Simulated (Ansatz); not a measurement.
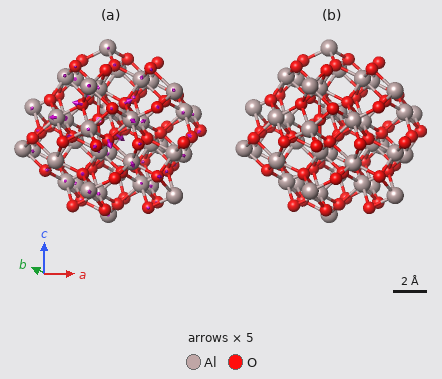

The structure of a defect cell of composition Al48O73 (cell charge +1) before (left) and after (right) a relaxation, at one scale. The purple arrows give the displacements, 5 times their true length.

Style: ball-and-stick. Shown: the atoms within 5.8 Å of the atom that moves most (axes of the cell of the calculation (origin shifted)), slightly off an axis.

Level of theory: DFT, PBEsol, PAW, plane waves (Ansatz). Set-up: plane-wave cutoff 420 eV; k-point mesh 1 × 1 × 1; mesh shifted by (0.25, 0.25, 0.25); collinear spin; atoms relaxed in a fixed cell; force threshold 0.03 eV/Å; at most 80 steps.

Question: Summarise the run.

Answer: An O atom moves most: 0.16 Å along [2 1 −1]. By element the largest moves are O 0.16 Å, Al 0.11 Å. The lattice vectors keep their values. Near-neighbour distances that change, for instance: Al–O 1.907 → 2.023 Å, Al–O 1.849 → 1.965 Å, Al–O 2.060 → 1.967 Å, Al–O 2.019 → 1.932 Å. Bond angles that change, for instance: Al–O–Al 130.6° → 138.5°, O–Al–O 89.8° → 96.6°, Al–O–Al 173.5° → 179.9°. After 5 geometry steps the energy has fallen by 2.718 eV per cell of the calculation. Largest force component: 2.2 eV/Å at the start, 0.021 eV/Å at the end. The program noted that the starting moments weren't kept. The run took 7.3 s on 1 × NVIDIA GB200 with 8 threads of Arm Neoverse-V2, peak memory 2 GiB.

Limits of the set-up: the cell is charged, on a uniform background, and energies carry no finite-size correction.
